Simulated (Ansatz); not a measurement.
Consider B.

Input

```
crystal:
  lattice:
    - [-1.0929853342, 1.0929853342, 1.0929853342]
    - [1.0929853342, -1.0929853342, 1.0929853342]
    - [1.0929853342, 1.0929853342, -1.0929853342]
  atoms:
    - { symbol: B, position: [0.0, 0.0, 0.0] }
hamiltonian:
  xc: lda
  pseudopotentials:
    kind: paw
    azcp:
      B: "pseudopotentials/B.paw.azcp"
basis:
  ecutwfc: 420
  fft_grid_basis: typed
kpoints:
  mp_grid: { grid: [22, 22, 22], shift: [0, 0, 0] }
magnetization:
  spin_polarized: false
scf:
  occupations: { method: fermi_dirac, width: 0.1 }
  lower_state_search: "off"
output:
  stress: true
  write_density: true
  write_potential: true
  elf: true
  volumetric_format: npy
```

Launched as:

```sh
ansatz run input.yaml --threads 2 --pin off --max-ram 5120MiB --backend cpu --events-out ev --progress --plain --runs-dir out
```

Below, planes, directions and counts refer to the conventional cell (a = 2.19 Å, b = 2.19 Å, c = 2.19 Å, α = 90.00°, β = 90.00°, γ = 90.00°).

Space group Im-3m; set up as B, bcc; a generated structure, not necessarily the stable one; changed on purpose from its base cell (volume × 0.88); computed pressure about 41 GPa in this cell; computed without spin polarisation.

Method: DFT, LDA (PW92), plane waves (420 eV) with PAW, scalar-relativistic in Ansatz.

Predict the valence pseudo-density and electron localisation function between the atoms.

B–B (1.89 Å): ρ at the midpoint is about 0.61 e/Å³; the ELF peaks at about 0.65 between the atoms.

Metal or insulator at this level of theory?

It is gapless in this calculation (a metal or semimetal).

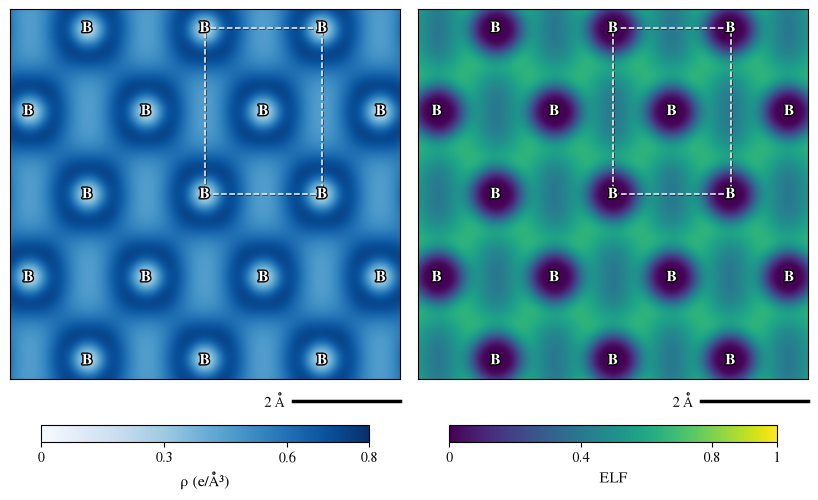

Computed valence pseudo-density and electron localisation function on the (110) plane of the conventional cell, in this order. 
